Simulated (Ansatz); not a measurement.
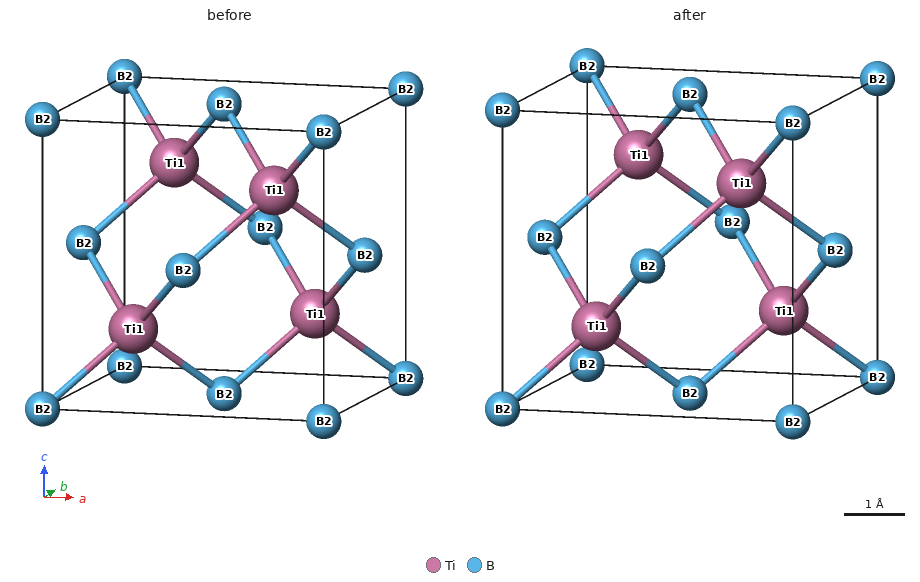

Left: crystalline TiB (set up in F-43m). Right: the same structure after one change, at the same scale. Style: ball-and-stick. Shown: the conventional cell (4 times the calculation's cell), slightly off an axis. Lengths and directions refer to the drawn axes.

All numbers below come from DFT PBEsol, scalar-relativistic, plane waves, PAW (Ansatz 0.2.0). (plane-wave cutoff 420 eV; k-point mesh 14 × 14 × 14; occupations gaussian; smearing width 0.1 eV; no spin polarisation)

**Which change leads from the left to the right?**

All lengths are scaled by +3.2 % (volume +10.0 %), the atoms keeping their fractional coordinates. No relaxation follows.

**How do the computed properties respond?**

The energy rises by 43.0 meV per atom. Pressure: 0.0 GPa before, −8.6 GPa after. All forces vanish by symmetry. Among the bonded contacts that change: B–Ti 2.125 → 2.193 Å. The space group stays F-43m (No. 216).
